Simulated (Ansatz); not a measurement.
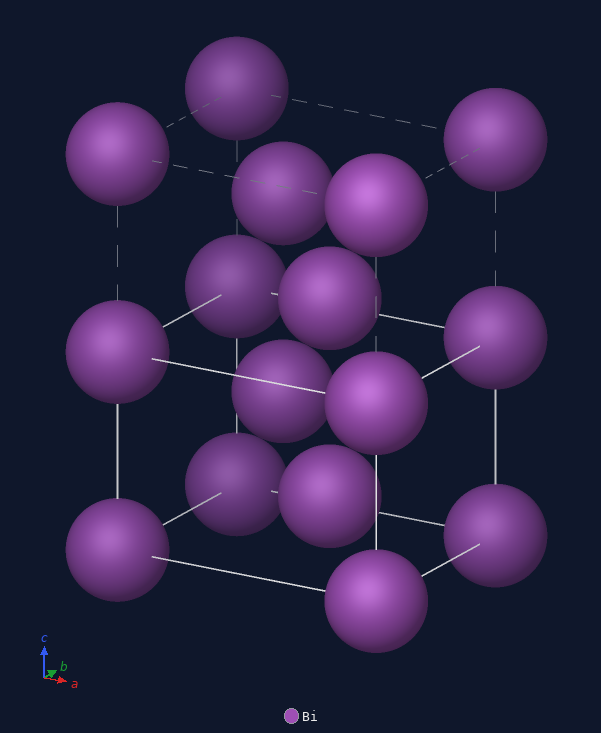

The figure gives a spheres-only picture of the atoms, viewed slightly off an axis. Shown are 1×1×2 repeats of the conventional unit cell, one of them outlined in solid lines.

Bi, space group R-3m (No. 166), a = 5.92 Å, b = 5.92 Å, c = 3.08 Å, α = 90.00°, β = 90.00°, γ = 120.00°.

Run with Ansatz 0.2.0, DFT LDA, scalar-relativistic, plane waves, PAW and these settings: E_cut = 420 eV, k-points about 0.13 Å⁻¹ apart, Gaussian smearing of 0.15 eV, no spin polarisation.

What is the electronic character?

A metal: bands cross the Fermi level.

Which way would the volume go on relaxing?

The computed pressure is -1.4 GPa (stretched: it would shrink). The stress isn't hydrostatic: its largest component is 4.0 GPa.

The cell started as a structure listed in the Materials Project. The cell was then strained or its atoms displaced on purpose. A calculation with Ansatz used it as input.
